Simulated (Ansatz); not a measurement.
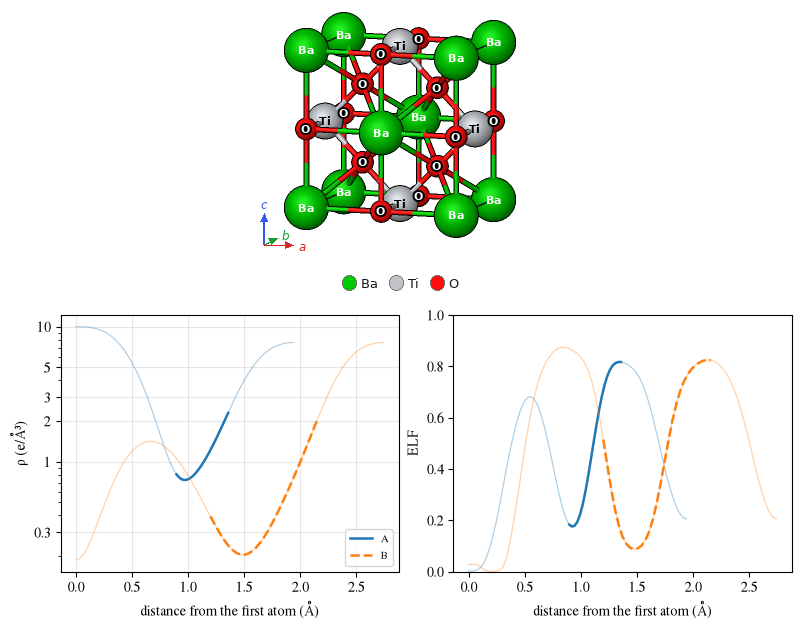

Figure 1: BaTiO₃. Valence electron density and electron localisation function along straight lines between neighbouring atoms. Thin, pale parts lie inside the atomic spheres. The structure is drawn too.

Space group Pm-3m; computed pressure about 20 GPa in this cell; computed without spin polarisation.

These are results of DFT, PAW plane waves, r2SCAN (Ansatz 0.2.0), not measurements.

The density is the valence pseudo-density of a PAW calculation; it isn't the true density close to the nuclei.

```
CELL_PARAMETERS angstrom
3.87544 -2.74036 -2.74036
0.00000 2.74032 -2.74032
3.87544 2.74036 2.74036
ATOMIC_POSITIONS crystal
Ba 0.00037 0.00076 0.99963
Ba 0.50037 0.00076 0.49963
Ti 0.00036 0.50078 0.49964
Ti 0.50036 0.50078 0.99964
O 0.75039 0.50075 0.24961
O 0.25039 0.50075 0.74961
O 0.00038 0.00075 0.49962
O 0.50038 0.00075 0.99962
O 0.75039 0.50074 0.74961
O 0.25039 0.50074 0.24961
```

Which curve belongs to which contact (Ba–O and Ti–O)? The first atom named is at distance zero.

Answer. Curve A: Ti–O (1.94 Å): the density is about 0.73 e/Å³ at the midpoint; the ELF peaks at about 0.80 in the valence shell of O, 0.6 Å from its nucleus, and is about 0.20 at the midpoint: no shared electron pair shows on this line. Curve B: Ba–O (2.74 Å): the density is about 0.23 e/Å³ at the midpoint; the ELF is about 0.15 at the midpoint; a largely ionic contact.
